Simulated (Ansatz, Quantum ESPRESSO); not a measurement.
## LiH (Fm-3m): the LO frequency by hand

How high does the longitudinal optical mode of LiH (Fm-3m) lie, given the transverse one, the Born charge and ε∞?

Program: Quantum ESPRESSO 7.5. Level of theory: DFT PBE, scalar-relativistic, plane waves, GBRV ultrasoft pseudopotentials. Results are calculated unless marked as measured.

The database entry behind the starting cell differs from later determinations by our own check (the deuteride, about 0.2 % short), so it need not match the best structure at ambient conditions.

## (1) The relaxed structure

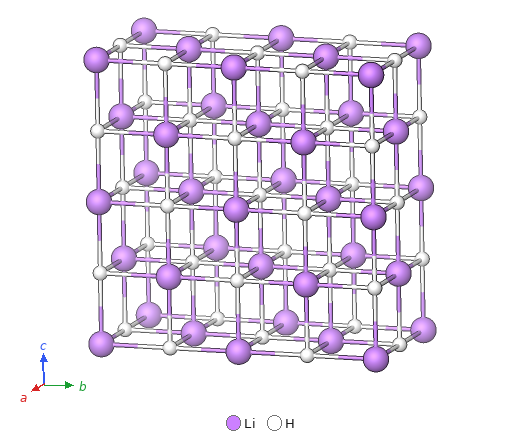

Start, viewed slightly off an axis; lithium purple, hydrogen white. 1×2×2 cells are drawn. This picture shows the conventional cell, with its axes. Some periodic images of atoms are drawn too.

As a file:

```cif
data_structure
_symmetry_space_group_name_H-M 'P 1'
_symmetry_Int_Tables_number 1
_cell_length_a 2.8334
_cell_length_b 2.8334
_cell_length_c 2.8334
_cell_angle_alpha 60.000
_cell_angle_beta 60.000
_cell_angle_gamma 60.000
_cell_volume 16.08
loop_
_atom_site_label
_atom_site_type_symbol
_atom_site_fract_x
_atom_site_fract_y
_atom_site_fract_z
_atom_site_occupancy
Li1 Li 0.00000 0.00000 0.00000 1
H2 H 0.50000 0.50000 0.50000 1
```

This is the cell after its relaxation at this level of theory, not the database cell from which that began.

## (2) What the response run gave

A linear-response run on the relaxed cell, with the response to an electric field; only its zone-centre results are used. Cutoff 45 Ry, k mesh 8×8×8.

The program printed:

```text
[banners, grids, parts of the stress and lines that vanish by symmetry left out]
Program PHONON v.7.5
     Reading xml data from directory:

[...]
Exchange-correlation= PBE
                           (   1   4   3   4   0   0   0)
[...]
kinetic-energy cut-off    =      45.0000  Ry
     charge density cut-off    =     270.0000  Ry
     convergence threshold     =      1.0E-18
[...]
Exchange-correlation= PBE
                           (   1   4   3   4   0   0   0)
[...]
q = (   0.0000000   0.0000000   0.0000000 )
     49 Sym.Ops. (with q -> -q+G )
     G cutoff =  196.0730  (   8099 G-vectors)     FFT grid: ( 30, 30, 30)
     G cutoff =  130.7153  (   4477 G-vectors)  smooth grid: ( 24, 24, 24)
     number of k points=    29
[...]
Mode symmetry, O_h (m-3m)  point group:
[...]
Dielectric constant
[...]
End of electric fields calculation
          Dielectric constant in cartesian axis
          (       4.456274942       0.000000000       0.000000000 )
          (       0.000000000       4.456274942      -0.000000000 )
          (       0.000000000      -0.000000000       4.456274942 )
          Effective charges (d Force / dE) in cartesian axis without acoustic sum rule applied (asr)
           atom    1  Li    Mean Z*:        1.01948
      Ex  (        1.01948       -0.00000        0.00000 )
      Ey  (       -0.00000        1.01948        0.00000 )
      Ez  (        0.00000        0.00000        1.01948 )
           atom    2  H     Mean Z*:       -1.02736
      Ex  (       -1.02736       -0.00000       -0.00000 )
      Ey  (       -0.00000       -1.02736        0.00000 )
      Ez  (       -0.00000        0.00000       -1.02736 )
          Effective charges Sum: Mean:       -0.00788
[...]
Effective charges (d Force / dE) in cartesian axis with asr applied:
           atom    1  Li    Mean Z*:        1.02342
[...]
atom    2  H     Mean Z*:       -1.02342
[...]
Representation #   1 modes #   1   2   3
[...]
End of self-consistent calculation
     Convergence has been achieved
     Representation #   2 modes #   4   5   6
[...]
End of self-consistent calculation
     Convergence has been achieved
[...]
Dielectric constant in cartesian axis
          (       4.456274942       0.000000000       0.000000000 )
          (       0.000000000       4.456274942      -0.000000000 )
          (       0.000000000      -0.000000000       4.456274942 )
          Effective charges (d Force / dE) in cartesian axis without acoustic sum rule applied (asr)
           atom    1  Li    Mean Z*:        1.01948
      Ex  (        1.01948       -0.00000        0.00000 )
      Ey  (       -0.00000        1.01948        0.00000 )
      Ez  (        0.00000        0.00000        1.01948 )
           atom    2  H     Mean Z*:       -1.02736
      Ex  (       -1.02736       -0.00000       -0.00000 )
      Ey  (       -0.00000       -1.02736        0.00000 )
      Ez  (       -0.00000        0.00000       -1.02736 )
          Effective charges Sum: Mean:       -0.00788
[...]
Effective charges (d Force / dE) in cartesian axis with asr applied:
           atom    1  Li    Mean Z*:        1.02342
[...]
atom    2  H     Mean Z*:       -1.02342
[...]
q = (    0.000000000   0.000000000   0.000000000 )
[...]
freq (    1) =       0.222890 [THz] =       7.434798 [cm-1]
     freq (    2) =       0.222890 [THz] =       7.434798 [cm-1]
     freq (    3) =       0.222890 [THz] =       7.434798 [cm-1]
     freq (    4) =      17.510912 [THz] =     584.101150 [cm-1]
     freq (    5) =      17.510912 [THz] =     584.101150 [cm-1]
     freq (    6) =      17.510912 [THz] =     584.101150 [cm-1]
[...]
Mode symmetry, O_h (m-3m)  point group:
     freq (   1-   3) =          7.4  [cm-1]   --> T_1u G_15  G_4- I
     freq (   4-   6) =        584.1  [cm-1]   --> T_1u G_15  G_4- I

   JOB DONE.
```

```
                       quantity   value
             cell volume Ω (Å³)  16.085
                 mass of Li (u)   6.940
                  mass of H (u)   1.008
     Born charge of Li, raw (e)   1.020
      Born charge of H, raw (e)  -1.027
                             ε∞   4.456
ω(TO) after the sum rule (cm⁻¹)   584.0
```

## (3) The calculation

The charges must sum to zero over the cell; taking off their mean, -0.004 e, leaves Z* = 1.023 e on Li. In the polar mode Li moves against H, so the reduced mass is μ = 6.94 × 1.01 / 7.95 = 0.880 u.

A longitudinal wave builds up a field that adds to the restoring force: ω(LO)² = ω(TO)² + 4π Z*² / (μ Ω ε∞), in Hartree atomic units. With μ = 1604 electron masses and Ω = 108.54 bohr³ the second term is 1.6961e-05 Ha², or 816977 cm⁻² (1 Ha = 219474.6 cm⁻¹).

So ω(LO) = √(341021 + 816977) = 1076.1 cm⁻¹, and by the Lyddane-Sachs-Teller relation ε₀ = ε∞ (ω(LO)/ω(TO))² = 15.13.

## (4) Check against the program

The analysis program adds the same non-analytic term to the full matrix, here for q along (1 0 0).

The program printed:

```text
[banner, memory and clock lines left out]
Program DYNMAT v.7.5

     Reading Dynamical Matrix from file g.dyn
     ...Force constants read
     ...epsilon and Z* read

     Polarizability (A^3 units)
     multiply by 0.464664 for Clausius-Mossotti correction
         4.423921    0.000000    0.000000
         0.000000    4.423921   -0.000000
         0.000000   -0.000000    4.423921

     IR activities are in (D/A)^2/amu units

# mode   [cm-1]    [THz]      IR
    1     -0.00   -0.0000    0.0000
    2     -0.00   -0.0000    0.0000
    3      0.00    0.0000    0.0000
    4    583.97   17.5071   27.4546
    5    583.97   17.5071   27.4546
    6   1076.09   32.2602   27.4546
```

ε₀ comes from the program's run without a direction of q.

```
    quantity  by hand  program
ω(LO) (cm⁻¹)   1076.1   1076.1
          ε₀    15.13    15.13
```

## (5) Summary of results

* TO mode: 584.0 cm⁻¹
* LO mode: 1076 cm⁻¹
* static dielectric constant: 15.13

In words: The LO mode of LiH (Fm-3m) lies at 1076 cm⁻¹, 492 cm⁻¹ above the TO mode; the formula meets the program within 0.1 cm⁻¹, as it must for a cubic crystal with one polar mode. ω(LO)² − ω(TO)² goes with Z*²/ε∞: an error of 5 % in ε∞ would move the LO mode by 18.2 cm⁻¹, and semilocal functionals tend to overestimate ε∞. These are harmonic values at zero temperature, at the volume of this functional, for the structure held cubic; stability elsewhere in the zone is no part of this calculation.

[Host names and launcher messages were left out of these logs when they were recorded.]

[Logs are printed without paths, hosts, clocks, repeated set-up lines and the standing remarks that a program may print on its own settings, such as how far it seeks lower states.]

[Hosts, paths, dates, database ids (printed as entryN), source tags and the programs' standing remarks are cut or masked in the printed files.]
